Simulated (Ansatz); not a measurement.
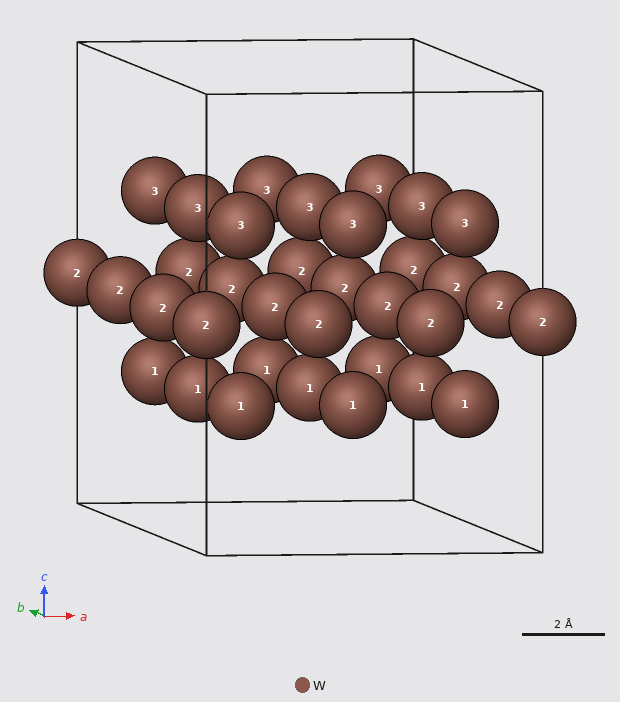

Figure 1. The input geometry (spheres-only view of the 3 × 3 repeat of the cell, with the vacuum cut short, seen slightly off an axis; atoms are numbered from 1 in the order of the input).

**Run report: W, geometry relaxation (part 1 of 2)**

- system: W (slab, 3 atoms in the cell)
- method: DFT PBE, scalar-relativistic, plane waves, PAW, PAW set soft_1, no spin polarisation (Ansatz 0.2.0)

The structure derives from an entry of the Crystallography Open Database. The input holds or restrains some coordinates. Figures and captions count atoms from 1; the log counts them from 0 in places.

What the program printed:
```
Engine: ansatz 0.2.0, x86_64-unknown-linux-gnu
Pseudopotentials: kind: paw
Pseudopotential: W, paw, valence charge 14, recommended cutoff 420 eV (normal), [file]
Functional definition: PBE
  parameter kappa = 0.804
  parameter beta = 0.06672455060314922
  exchange = pbe_x(kappa = kappa, mu = beta*pi^2/3)
  correlation = pbe_c(beta = beta)
Crystal: 3 atoms, lattice volume = 132.610 Å³
Basis set: ecut = 420 eV, 2631 PW (Γ), exchange–correlation on 40×40×250 points (8 copies of the dense FFT grid, shifted against one another)
Bands: 26, of which v1, the nominal top of the filled ones, is band 21 counted from 1 (20 counted from 0)
Symmetry: 4 space group operations
k-points: 36 of 121
Non-local potential: W, projectors of the file, l = 0: 3, l = 1: 2, l = 2: 2, l = 3: 1
PAW form: soft (Blöchl's): semilocal exchange-correlation on the pseudo side does not see the compensation charge
PAW one-centre angular grid: W, 590 points (default); XC on 64 Gauss nodes
Initial density: superposition of atomic densities (neutral atoms: chi_scale 0, normalization atom)
Initial wavefunctions: pseudopotential atomic-orbital guess
Functional: x = pbe(κ = 0.804, μ = 0.2195149727645171), c = pbe(β = 0.06672455060314922)
SCF iter   1: F=—  HF=-31156.079585 eV  |F-HF|=—  |Δ(HF+E_count)|=         —  Δρ=4.24e-2  dr2=7.94e0  ethr=3.10e-3  p=0.000 e·Å  D=8.31e-14 V/Å  ΔV_dip=-0.00 eV  dr2_dipole=4.51e-9  V_vac-E_F(+/−)=6.87/6.87 eV  ⟨swp⟩=7.0  Hψ=4406  notcnv=0
efield: sawtooth ramp at fractional position 0.9800 (placed from the atoms, in the widest stretch of the axis that holds none; the zero of the levels goes with the place), width 0.0400; the density the first Hamiltonian is built on has a dipole p = 0.000 e·Å; the dipole correction subtracts the counter field D = 8.31e-14 V/Å, which shifts the + side's vacuum level by -0.00 eV against the − side's; the planar-averaged density in the ramp window peaks in size at 1.3e-6 e/Å³
preconditioner: auto → LDOS  [metal: Δε(μ)=0.013 eV  Ē_g=4.903 eV  σ=0.100 eV  W_gap=0.07  n_scr=12 (ndim 8)  ℏωp=13.7 eV  f_vac=0.527  D(μ)=2.98/eV (n_scr^D=10)  β→1.0]
SCF iter   2: F=—  HF=-31154.991015 eV  |F-HF|=—  |Δ(HF+E_count)|=    1.09e0  Δρ=2.28e-2  dr2=1.63e0  ethr=3.10e-3  p=0.000 e·Å  D=2.81e-6 V/Å  ΔV_dip=-0.00 eV  dr2_dipole=2.51e-6  V_vac-E_F(+/−)=4.91/4.91 eV  ⟨swp⟩=3.9  Hψ=2526  notcnv=0  defer=16
SCF iter   3: F=—  HF=-31154.739891 eV  |F-HF|=—  |Δ(HF+E_count)|=   2.51e-1  Δρ=6.14e-3  dr2=1.10e-1  ethr=3.10e-3  p=-0.000 e·Å  D=-1.32e-5 V/Å  ΔV_dip=0.00 eV  dr2_dipole=8.75e-8  V_vac-E_F(+/−)=5.29/5.29 eV  ⟨swp⟩=3.8  Hψ=2241  notcnv=0  defer=14
SCF iter   4: F=—  HF=-31154.719287 eV  |F-HF|=—  |Δ(HF+E_count)|=   2.06e-2  Δρ=1.67e-3  dr2=7.07e-3  ethr=2.61e-4  p=-0.000 e·Å  D=-5.83e-6 V/Å  ΔV_dip=0.00 eV  dr2_dipole=1.03e-8  V_vac-E_F(+/−)=5.10/5.10 eV  ⟨swp⟩=3.1  Hψ=1914  notcnv=0  defer=14
SCF iter   5: F=—  HF=-31154.719601 eV  |F-HF|=—  |Δ(HF+E_count)|=   3.14e-4  Δρ=4.95e-4  dr2=6.22e-4  ethr=1.68e-5  p=-0.000 e·Å  D=-2.42e-6 V/Å  ΔV_dip=0.00 eV  dr2_dipole=1.13e-9  V_vac-E_F(+/−)=5.00/5.00 eV  ⟨swp⟩=2.2  Hψ=1249  notcnv=0  defer=14
SCF iter   6: F=—  HF=-31154.719727 eV  |F-HF|=—  |Δ(HF+E_count)|=   1.26e-4  Δρ=1.56e-4  dr2=8.62e-5  ethr=1.48e-6  p=0.000 e·Å  D=9.22e-7 V/Å  ΔV_dip=-0.00 eV  dr2_dipole=9.02e-12  V_vac-E_F(+/−)=4.98/4.98 eV  ⟨swp⟩=2.3  Hψ=1356  notcnv=0  defer=14
SCF iter   7: F=-31154.719733 eV  HF=-31154.719733 eV  |F-HF|=1.82e-7  |Δ(HF+E_count)|=   5.71e-6  Δρ=4.85e-5  dr2=4.25e-6  ethr=5.36e-8  p=-0.000 e·Å  D=-2.66e-7 V/Å  ΔV_dip=0.00 eV  dr2_dipole=7.68e-15  V_vac-E_F(+/−)=4.97/4.97 eV  ⟨swp⟩=10.4  Hψ=4815  notcnv=0
SCF 1 converged in 7 iterations: F = -31154.719733 eV  dr2 = 4.25e-6
  greatest PAW one-centre occupation: 0.999 electrons in one spin orbital (limit 2), on the W atom at site 1 (counted from 0), in its partial waves of l = 0
relax step   1: F+E_penalty+E_count = -31154.71973315 eV  Δ(F+E_penalty+E_count) = +0.000e0 eV  max|allowed force component| = 6.629e-1 eV/Å  Δτ_max = 0.0000 Å  (7 SCF iters, dr2 threshold 2.25e-5 eV, accepted)
Initial density: handed on by an earlier stage of this run
Initial wavefunctions: those handed on with the density
iter 1 solved again at ethr=2.22e-3 eV; its pass at ethr=3.10e-3 eV (dr2=9.31e-1 eV) is discarded
SCF iter   1: F=—  HF=-31154.815181 eV  |F-HF|=—  |Δ(HF+E_count)|=         —  Δρ=1.28e-2  dr2=8.83e-1  ethr=2.22e-3  p=-0.000 e·Å  D=-2.11e-7 V/Å  ΔV_dip=0.00 eV  dr2_dipole=1.90e-1  V_vac-E_F(+/−)=5.00/5.00 eV  ⟨swp⟩=1.2  Hψ=4260  notcnv=0  defer=12
efield: sawtooth ramp at fractional position 0.9800 (handed on by an earlier solve), width 0.0400; the density the first Hamiltonian is built on has a dipole p = -0.000 e·Å; the dipole correction subtracts the counter field D = -2.11e-7 V/Å, which shifts the + side's vacuum level by +0.00 eV against the − side's; the planar-averaged density in the ramp window peaks in size at 1.9e-6 e/Å³
preconditioner: auto → LDOS  [metal: Δε(μ)=0.036 eV  Ē_g=4.712 eV  σ=0.100 eV  W_gap=0.20  n_scr=12 (ndim 8)  ℏωp=13.7 eV  f_vac=0.548  D(μ)=2.63/eV (n_scr^D=10)  β→1.0]
SCF iter   2: F=—  HF=-31154.785770 eV  |F-HF|=—  |Δ(HF+E_count)|=   2.94e-2  Δρ=6.26e-3  dr2=2.92e-1  ethr=2.10e-3  p=0.010 e·Å  D=1.33e-2 V/Å  ΔV_dip=-0.25 eV  dr2_dipole=1.28e-3  V_vac-E_F(+/−)=4.68/4.93 eV  ⟨swp⟩=2.4  Hψ=1523  notcnv=0  defer=12
SCF iter   3: F=—  HF=-31154.760321 eV  |F-HF|=—  |Δ(HF+E_count)|=   2.54e-2  Δρ=2.21e-3  dr2=2.61e-2  ethr=6.95e-4  p=0.004 e·Å  D=5.49e-3 V/Å  ΔV_dip=-0.10 eV  dr2_dipole=2.00e-3  V_vac-E_F(+/−)=4.84/4.94 eV  ⟨swp⟩=2.2  Hψ=1758  notcnv=0  defer=15
SCF iter   4: F=—  HF=-31154.756194 eV  |F-HF|=—  |Δ(HF+E_count)|=   4.13e-3  Δρ=5.64e-4  dr2=1.40e-3  ethr=6.22e-5  p=0.005 e·Å  D=6.37e-3 V/Å  ΔV_dip=-0.12 eV  dr2_dipole=6.06e-7  V_vac-E_F(+/−)=4.82/4.94 eV  ⟨swp⟩=3.6  Hψ=1916  notcnv=0  defer=15
SCF iter   5: F=—  HF=-31154.756086 eV  |F-HF|=—  |Δ(HF+E_count)|=   1.08e-4  Δρ=1.92e-4  dr2=5.56e-5  ethr=3.33e-6  p=0.004 e·Å  D=5.51e-3 V/Å  ΔV_dip=-0.10 eV  dr2_dipole=8.67e-6  V_vac-E_F(+/−)=4.83/4.93 eV  ⟨swp⟩=2.1  Hψ=1270  notcnv=0  defer=15
SCF iter   6: F=-31154.756129 eV  HF=-31154.756128 eV  |F-HF|=5.61e-7  |Δ(HF+E_count)|=   4.26e-5  Δρ=7.03e-5  dr2=1.13e-5  ethr=6.54e-8  p=0.004 e·Å  D=4.84e-3 V/Å  ΔV_dip=-0.09 eV  dr2_dipole=1.30e-7  V_vac-E_F(+/−)=4.83/4.92 eV  ⟨swp⟩=11.2  Hψ=5028  notcnv=0
SCF 2 converged in 6 iterations: F = -31154.756129 eV  dr2 = 1.13e-5
relax step   2: F+E_penalty+E_count = -31154.75612901 eV  Δ(F+E_penalty+E_count) = -3.640e-2 eV  max|allowed force component| = 5.469e-1 eV/Å  Δτ_max = 0.1991 Å  (6 SCF iters, dr2 threshold 2.75e-5 eV, accepted)
SCF iter   1: F=—  HF=-31154.775294 eV  |F-HF|=—  |Δ(HF+E_count)|=         —  Δρ=3.20e-3  dr2=4.41e-2  ethr=1.18e-3  p=0.004 e·Å  D=4.84e-3 V/Å  ΔV_dip=-0.09 eV  dr2_dipole=3.95e-3  V_vac-E_F(+/−)=4.83/4.92 eV  ⟨swp⟩=3.8  Hψ=2143  notcnv=0  defer=15
efield: sawtooth ramp at fractional position 0.9800 (handed on by an earlier solve), width 0.0400; the density the first Hamiltonian is built on has a dipole p = 0.004 e·Å; the dipole correction subtracts the counter field D = 4.84e-3 V/Å, which shifts the + side's vacuum level by -0.09 eV against the − side's; the planar-averaged density in the ramp window peaks in size at 2.2e-6 e/Å³
preconditioner: auto → LDOS  [metal: Δε(μ)=0.037 eV  Ē_g=4.628 eV  σ=0.100 eV  W_gap=0.20  n_scr=12 (ndim 8)  ℏωp=13.7 eV  f_vac=0.544  D(μ)=2.53/eV (n_scr^D=10)  β→1.0]
SCF iter   2: F=—  HF=-31154.773618 eV  |F-HF|=—  |Δ(HF+E_count)|=   1.68e-3  Δρ=2.01e-3  dr2=2.74e-2  ethr=1.05e-4  p=-0.000 e·Å  D=-4.74e-4 V/Å  ΔV_dip=0.01 eV  dr2_dipole=4.42e-4  V_vac-E_F(+/−)=4.92/4.91 eV  ⟨swp⟩=2.2  Hψ=1689  notcnv=0  defer=15
SCF iter   3: F=—  HF=-31154.770549 eV  |F-HF|=—  |Δ(HF+E_count)|=   3.07e-3  Δρ=5.46e-4  dr2=1.63e-3  ethr=6.53e-5  p=0.001 e·Å  D=1.73e-3 V/Å  ΔV_dip=-0.03 eV  dr2_dipole=3.97e-4  V_vac-E_F(+/−)=4.89/4.92 eV  ⟨swp⟩=2.3  Hψ=1462  notcnv=0  defer=15
SCF iter   4: F=—  HF=-31154.770269 eV  |F-HF|=—  |Δ(HF+E_count)|=   2.80e-4  Δρ=1.48e-4  dr2=1.21e-4  ethr=3.89e-6  p=0.001 e·Å  D=7.30e-4 V/Å  ΔV_dip=-0.01 eV  dr2_dipole=1.01e-5  V_vac-E_F(+/−)=4.90/4.91 eV  ⟨swp⟩=3.1  Hψ=1656  notcnv=0  defer=15
SCF iter   5: F=-31154.770265 eV  HF=-31154.770267 eV  |F-HF|=2.17e-6  |Δ(HF+E_count)|=   2.08e-6  Δρ=4.98e-5  dr2=5.87e-6  ethr=4.45e-8  p=0.001 e·Å  D=7.69e-4 V/Å  ΔV_dip=-0.01 eV  dr2_dipole=1.02e-7  V_vac-E_F(+/−)=4.90/4.91 eV  ⟨swp⟩=8.7  Hψ=5049  notcnv=0
SCF 3 converged in 5 iterations: F = -31154.770265 eV  dr2 = 5.87e-6
relax step   3: F+E_penalty+E_count = -31154.77026471 eV  Δ(F+E_penalty+E_count) = -1.414e-2 eV  max|allowed force component| = 9.188e-2 eV/Å  Δτ_max = 0.0501 Å  (5 SCF iters, dr2 threshold 1.87e-5 eV, accepted)
SCF iter   1: F=—  HF=-31154.770653 eV  |F-HF|=—  |Δ(HF+E_count)|=         —  Δρ=4.31e-4  dr2=1.04e-3  ethr=1.04e-5  p=0.001 e·Å  D=7.69e-4 V/Å  ΔV_dip=-0.01 eV  dr2_dipole=1.07e-4  V_vac-E_F(+/−)=4.90/4.91 eV  ⟨swp⟩=2.0  Hψ=1786  notcnv=0
efield: sawtooth ramp at fractional position 0.9800 (handed on by an earlier solve), width 0.0400; the density the first Hamiltonian is built on has a dipole p = 0.001 e·Å; the dipole correction subtracts the counter field D = 7.69e-4 V/Å, which shifts the + side's vacuum level by -0.01 eV against the − side's; the planar-averaged density in the ramp window peaks in size at 1.8e-6 e/Å³
preconditioner: auto → LDOS  [metal: Δε(μ)=0.012 eV  Ē_g=4.630 eV  σ=0.100 eV  W_gap=0.07  n_scr=12 (ndim 8)  ℏωp=13.7 eV  f_vac=0.544  D(μ)=2.47/eV (n_scr^D=10)  β→1.0]
SCF iter   2: F=—  HF=-31154.770619 eV  |F-HF|=—  |Δ(HF+E_count)|=   3.38e-5  Δρ=2.81e-4  dr2=3.91e-4  ethr=2.47e-6  p=-0.000 e·Å  D=-2.48e-4 V/Å  ΔV_dip=0.00 eV  dr2_dipole=3.49e-8  V_vac-E_F(+/−)=4.91/4.91 eV  ⟨swp⟩=2.0  Hψ=1551  notcnv=0  defer=1
SCF iter   3: F=—  HF=-31154.770560 eV  |F-HF|=—  |Δ(HF+E_count)|=   5.87e-5  Δρ=7.03e-5  dr2=2.50e-5  ethr=9.30e-7  p=0.000 e·Å  D=1.77e-4 V/Å  ΔV_dip=-0.00 eV  dr2_dipole=1.25e-7  V_vac-E_F(+/−)=4.91/4.91 eV  ⟨swp⟩=3.3  Hψ=1784  notcnv=0  defer=1
SCF iter   4: F=—  HF=-31154.770553 eV  |F-HF|=—  |Δ(HF+E_count)|=   7.47e-6  Δρ=1.91e-5  dr2=1.19e-6  ethr=5.95e-8  p=0.000 e·Å  D=6.46e-5 V/Å  ΔV_dip=-0.00 eV  dr2_dipole=1.22e-8  V_vac-E_F(+/−)=4.91/4.91 eV  ⟨swp⟩=2.3  Hψ=1334  notcnv=0  defer=1
SCF iter   5: F=-31154.770553 eV  HF=-31154.770553 eV  |F-HF|=1.33e-8  |Δ(HF+E_count)|=   2.79e-7  Δρ=5.11e-6  dr2=6.41e-8  ethr=2.38e-10  p=0.000 e·Å  D=1.97e-5 V/Å  ΔV_dip=-0.00 eV  dr2_dipole=2.80e-10  V_vac-E_F(+/−)=4.91/4.91 eV  ⟨swp⟩=7.2  Hψ=5064  notcnv=0
SCF 4 converged in 5 iterations: F = -31154.770553 eV  dr2 = 6.41e-8
relax step   4: F+E_penalty+E_count = -31154.77055307 eV  Δ(F+E_penalty+E_count) = -2.884e-4 eV  max|allowed force component| = 2.204e-3 eV/Å  Δτ_max = 0.0042 Å  (5 SCF iters, accepted)
```
